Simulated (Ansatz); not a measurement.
MoS$_{2}$

Input

```
crystal:
  lattice:
    - [3.21276, 0.01929, -0.01356]
    - [-1.58968, 2.73906, 0.03351]
    - [-0.02652, 0.06038, 6.13035]
  atoms:
    - { symbol: Mo, position: [0.06476, 0.06227, 0.52269] }
    - { symbol: S, position: [0.30513, 0.64924, 0.26852] }
    - { symbol: S, position: [0.5971, 0.29721, 0.76959] }
basis:
  ecutwfc: 503.410645550778
kpoints:
  mp_grid:
    grid: [5, 5, 3]
hamiltonian:
  xc: r2scan
scf:
  occupations:
    method: fermi_dirac
output:
  write_density: true
  write_potential: true
  volumetric_format: [xsf, npy]
  eigenvalues: true
```

Command:

```sh
python scf_mos2.py
```

Below, planes, directions and counts refer to the conventional cell (a = 3.17 Å, b = 3.20 Å, c = 6.13 Å, α = 89.28°, β = 88.78°, γ = 60.60°).

Space group P1; a structure from a database of computed crystals, not necessarily the ambient phase; computed without spin polarisation.

Computed with DFT r2SCAN, plane waves, PAW (Ansatz 0.2.0).

**Predict the valence pseudo-density between the atoms.**

Mo–S (2.23 Å): ρ at the midpoint is about 0.84 e/Å³.
Mo–S (2.42 Å): ρ is about 0.57 e/Å³ halfway.

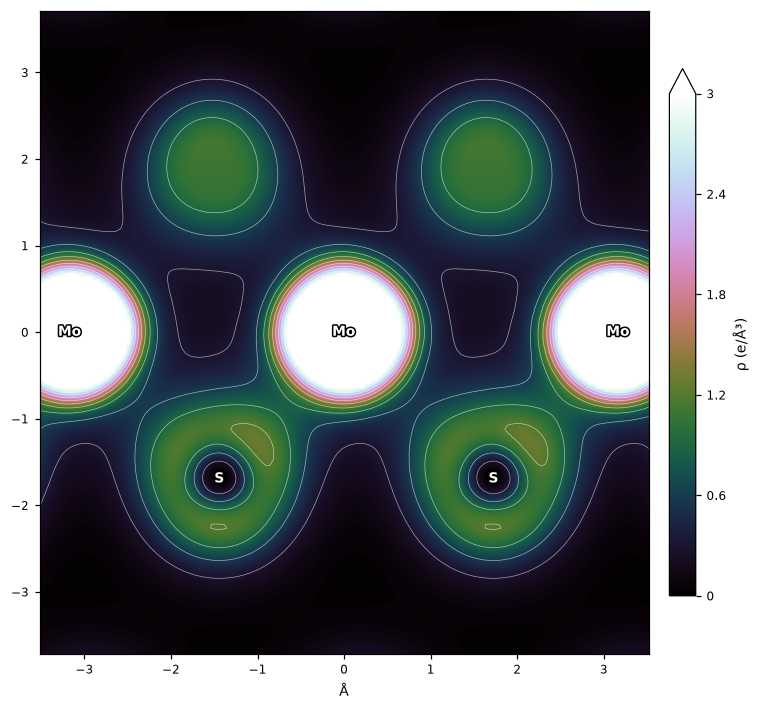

Computed valence pseudo-density on the (011) plane of the conventional cell. Atoms just off the plane (S, 0.6 Å away) can leave unmarked features too.

The density is the valence pseudo-density of a PAW calculation; it isn't the true density close to the nuclei.
